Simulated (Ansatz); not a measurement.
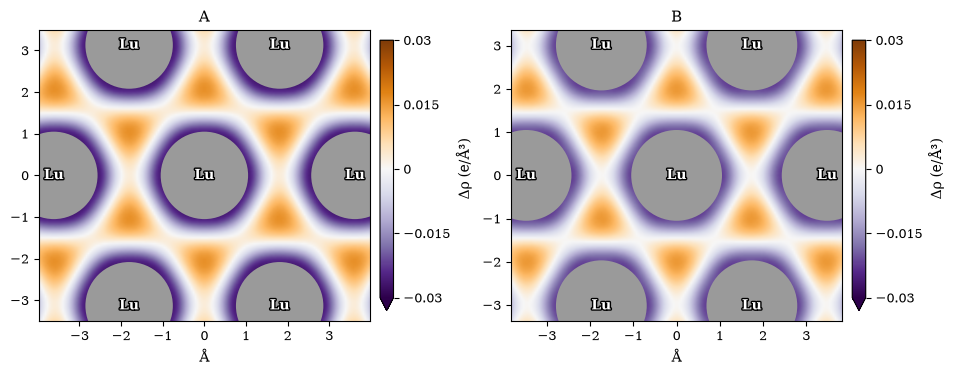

Lu: deformation density on the (001) plane of the conventional cell at two volumes, with the same fractional coordinates and one colour scale. Grey discs cover the cores.

Space group R-3m; spin-polarised. The cell comes from a database of computed structures, not from a measurement.

Method: DFT PBE, scalar-relativistic, plane waves, PAW in Ansatz 0.2.0.

How do the two volumes compare, and how does the bonding charge respond?

Answer. A is the larger cell: A has 112 % of the volume of B.
- From B to A, Lu–Lu goes from 3.45 to 3.58 Å, and Δρ at its midpoint from −0.001 to +0.001 e/Å³.
- The pressure is −1.1 GPa in B and −4.7 GPa in A.
- The rearranged charge is 0.18 e an atom in B and 0.21 e in A.
- The net moment is 0.00 μB a cell in B and 0.80 μB in A.
